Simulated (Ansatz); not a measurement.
# Polarity and tunnelling in MgB2/SiC/Mg, part 6 of 6

Wanted: the change of resistance of MgB2/SiC/Mg with the barrier's polarity. The lower electrode is MgB2 AlB2(0001), the upper one Mg hcp(0001); the barrier is SiC wurtzite(0001) (whole bilayers). In the first transport cell, after relaxation, the nearest pair of electrode and barrier is B–Si at 2.77 Å, along the normal, too long for a bond, at the lower face and Mg–Si at 2.92 Å, at a slant, at the upper one. A gap without bonds adds to the barrier. All share a net of side 3.07 Å, which strains the lower electrode by +0.0 %, the upper one by -3.8 % and the barrier by -0.7 %, against typed lattice constants near PBE's. The first steps treat the bulk electrodes alone.

Ansatz 0.2.0; PBE DFT, plane waves, PAW files (the session's first sound run).

So far, transmission at the Fermi level (a spin, zone mean): step 5 (transmission over a wide range of energy, polarity C face on the lower …) 0.00862; step 6 (conductance on a fine mesh, polarity C face on the lower electrode, gap between …) 0.00612; step 8 (T(E) of the junction, polarity Si face on the lower electrode, gap between the …) 0.00583; step 9 (conductance, polarity Si face on the lower electrode, gap between the …) 0.00507.

### Step 11. A check of the settings

This step: PBE DFT, plane waves, PAW files; ballistic transmission by layer matching between semi-infinite leads; changed: output.transmission.e_range = [-0.02, 0.02], output.transmission.de = 0.01 (Ansatz 0.2.0).

System of this step: MgB2/SiC/Mg. The cell holds 36 atoms: 12 B, 16 Mg, 4 C and 4 Si. Cell: a = 3.070 Å, b = 3.070 Å, c = 70.615 Å, α = 90.0°, β = 90.0°, γ = 120.0°. Regions: left electrode, 17 atoms (12 B and 5 Mg); barrier, 8 atoms (4 C and 4 Si); right electrode, 11 atoms (11 Mg). Vacuum lies along c.

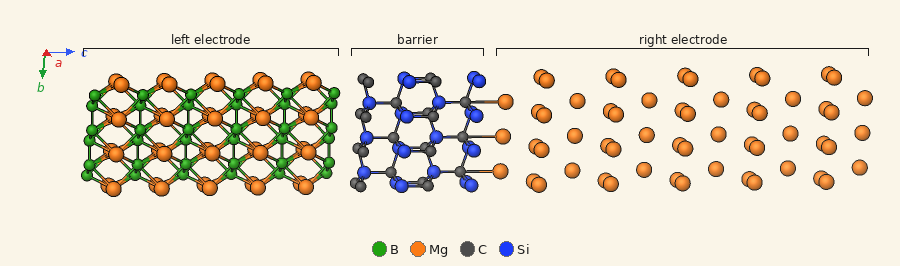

The cell of this step (boron green, magnesium orange, carbon dark grey, silicon blue). Bonds to atoms that aren't drawn are left out. 1×3×1 cells are drawn. Some periodic images of atoms are drawn too.

This run repeats an earlier one, its twin (the spectrum run, 8 atomic planes between the electrodes, C face on the lower electrode), with two settings changed (output.transmission.e_range, output.transmission.de; files written aside). The setting was drawn as a possible misstep, on purpose. Where the input is shown as a difference, that is against the step before, not the twin.

input.yaml reads:

```yaml
crystal:
  lattice:
    - [3.07, 0.0, 0.0]
    - [-1.535, 2.6586979896, 0.0]
    - [0.0, 0.0, 70.6151708139]
  atoms:
    - { symbol: B, position: [0.33333333, 0.66666667, 0.0991288404] }
    - { symbol: B, position: [0.66666667, 0.33333333, 0.0991288404] }
    - { symbol: Mg, position: [0.0, 0.0, 0.1240677003] }
    - { symbol: B, position: [0.33333333, 0.66666667, 0.1490065602] }
    - { symbol: B, position: [0.66666667, 0.33333333, 0.1490065602] }
    - { symbol: Mg, position: [0.0, 0.0, 0.17394542] }
    - { symbol: B, position: [0.33333333, 0.66666667, 0.1988842799] }
    - { symbol: B, position: [0.66666667, 0.33333333, 0.1988842799] }
    - { symbol: Mg, position: [0.0, 0.0, 0.2238231397] }
    - { symbol: B, position: [0.33333333, 0.66666667, 0.2487619996] }
    - { symbol: B, position: [0.66666667, 0.33333333, 0.2487619996] }
    - { symbol: Mg, position: [0.0, 0.0, 0.2737008595] }
    - { symbol: B, position: [0.33333333, 0.66666667, 0.2986397193] }
    - { symbol: B, position: [0.66666667, 0.33333333, 0.2986397193] }
    - { symbol: Mg, position: [0.0, 0.0, 0.3235785792] }
    - { symbol: B, position: [0.33333333, 0.66666667, 0.347443111] }
    - { symbol: B, position: [0.66666667, 0.33333333, 0.3475733238] }
    - { symbol: C, position: [0.0, 0.0, 0.3803856363] }
    - { symbol: Si, position: [0.33333333, 0.66666667, 0.3866556294] }
    - { symbol: C, position: [0.33333333, 0.66666667, 0.414524249] }
    - { symbol: Si, position: [0.0, 0.0, 0.4229020753] }
    - { symbol: C, position: [0.0, 0.0, 0.4503203588] }
    - { symbol: Si, position: [0.33333333, 0.66666667, 0.4589044264] }
    - { symbol: C, position: [0.33333333, 0.66666667, 0.4863114185] }
    - { symbol: Si, position: [0.0, 0.0, 0.4953056043] }
    - { symbol: Mg, position: [0.33333333, 0.66666667, 0.5281017662] }
    - { symbol: Mg, position: [0.0, 0.0, 0.5653625293] }
    - { symbol: Mg, position: [0.33333333, 0.66666667, 0.602641266] }
    - { symbol: Mg, position: [0.0, 0.0, 0.6399200027] }
    - { symbol: Mg, position: [0.33333333, 0.66666667, 0.6771987394] }
    - { symbol: Mg, position: [0.0, 0.0, 0.7144774761] }
    - { symbol: Mg, position: [0.33333333, 0.66666667, 0.7517562128] }
    - { symbol: Mg, position: [0.0, 0.0, 0.7890349495] }
    - { symbol: Mg, position: [0.33333333, 0.66666667, 0.8263136862] }
    - { symbol: Mg, position: [0.0, 0.0, 0.8635924229] }
    - { symbol: Mg, position: [0.33333333, 0.66666667, 0.9008711596] }
kpoints:
  mp_grid: { grid: [12, 12, 1] }
scf:
  occupations: { method: fermi_dirac, width: 0.1 }
  max_iter: 150
hamiltonian:
  xc: pbe
output:
  transmission:
    kmesh: [12, 12]
    e_range: [-0.02, 0.02]
    de: 0.01
    leads: [[6, 9], [30, 32]]
  dos: { projected: true, e_range: [-6, 5], de: 0.05 }
  write_potential: true
  write_density: true
  volumetric_format: npy
```

On the command line:

```bash
ansatz run input.yaml --threads 4 --pin off --max-ram 10240MiB --backend cpu --events-out ev --progress --plain --runs-dir out
```

Numbers of over 12 decimals in the logs are rounded to 6 here.

What it wrote:

```text
[...]
Crystal: 36 atoms, lattice volume = 576.375 Å³
Basis set: ecut = 420 eV, 11179 PW (Γ)
Bands: 150, of which v1, the nominal top of the filled ones, is band 114 counted from 1 (113 counted from 0)
Symmetry: 6 space group operations
[...]
k-points: 19 of 144 (time reversal used)
[...]
SCF iter   1: F=—  HF=-36198.187882 eV  |F-HF|=—  |Δ(HF+E_count)|=         —  Δρ=1.18e-2  dr2=4.55e2  ethr=1.77e-3  ⟨swp⟩=10.3  Hψ=15829  notcnv=0  defer=220
[...]
SCF iter  10: F=-36196.890485 eV  HF=-36196.890485 eV  |F-HF|=3.64e-9  |Δ(HF+E_count)|=   4.53e-9  Δρ=4.87e-7  dr2=5.71e-9  ethr=4.39e-11  ⟨swp⟩=18.8  Hψ=12819  notcnv=0
SCF 1 converged in 10 iterations: F = -36196.890485 eV  dr2 = 5.71e-9
[...]
transmission: 100 of 988 steps passed
transmission: 200 of 988 steps passed
[...]
transmission: 988 of 988 steps passed
[...]
SCF converged after 10 iterations
Free energy (F): -36196.890485 eV
[...]
Internal energy: -36196.557526 eV  (E = F + TS)
E sigma→0 (E₀):  -36196.724006 eV
Entropy (-TS):   -0.332958 eV (-9.249 meV/atom)
Fermi energy:    5.784324 eV
[...]
--- Band table (eV; the first three rows and the last of 19) ---
  k-point 0: bands = [... 110 lower, 6.3686, 6.3686, 6.5061, 6.5061, 6.5892, 6.5892, 6.9066, 7.0916, ... 32 higher]
  k-point 1: bands = [... 110 lower, 6.0188, 6.0617, 6.0775, 6.2118, 6.2622, 6.3331, 6.5571, 6.8293, ... 32 higher]
  k-point 2: bands = [... 110 lower, 5.3250, 5.4367, 5.5155, 5.5630, 5.7634, 6.2382, 6.2666, 6.4276, ... 32 higher]
  k-point 18: bands = [... 110 lower, 5.5718, 5.6167, 5.7123, 5.7503, 5.7923, 5.8897, 6.0059, 6.0485, ... 32 higher]
--- Transmission ---
  basis      : 73 plane waves across, 52 finite elements along
  points     : 19, standing for a mesh of 12 x 12
[...]
channels       : 8.194444e-1 a spin
[...]
slowest decay  : 0.1517 /Å at (0.3333, 0.0833)
[...]
channels       : 1.048611e0 a spin
[...]
slowest decay  : 0.0147 /Å at (0.2500, 0.0833)
  junction   : crystal 0 to crystal 1, 15.50 to 45.81 Å
    transmission   : 8.615240e-3 a spin
[...]
```

Wall time 84 s (4 threads of Arm Neoverse V2, shared host); peak memory 3 GiB.

This number moved little. The transmission at the Fermi level, both spins, is 0.0172 against 0.0172 in the twin: no change within 1 %, at 0.78 times the CPU time.

The two runs compared:

| quantity | this run | sound run | difference |
| --- | --- | --- | --- |
| transmission at the Fermi level (a spin, zone mean) | 0.0086152 | 0.0086156 | -3.5e-7 |

### Step 12. Results

```
conductance, C face on the lower electrode  : 5.8e12 S/m²
conductance, Si face on the lower electrode : 5.2e12 S/m²
```

In words: The two polarities differ in conductance by a factor of 1.1, which is small. The polarity here is that of growth: the two cells are two junctions, and whether a field could switch one into the other isn't tested. The distance between the electrodes differs too: it is 12.75 against 12.42 Å. The program's largest error estimate on these conductances is 71 %, from the leads' potential steps, in the run that gave 5.2e12 S/m². In 2 of these 2 runs a lead's potential steps by more than 25 meV, which the program flags as too much. No spin-orbit coupling, phonons, disorder or image charges enter; the interfaces are ordered, one cell wide and lattice-matched by strain. Semilocal gaps are too small, which can bring a band edge of the barrier nearer to the Fermi level than it is.

[Logs are printed without paths, hosts, clocks, repeated set-up lines and the standing remarks that a program may print on its own settings, such as how far it seeks lower states.]

[Hosts, paths, dates, database ids (printed as entryN), source tags and the programs' standing remarks are cut or masked in the printed files.]
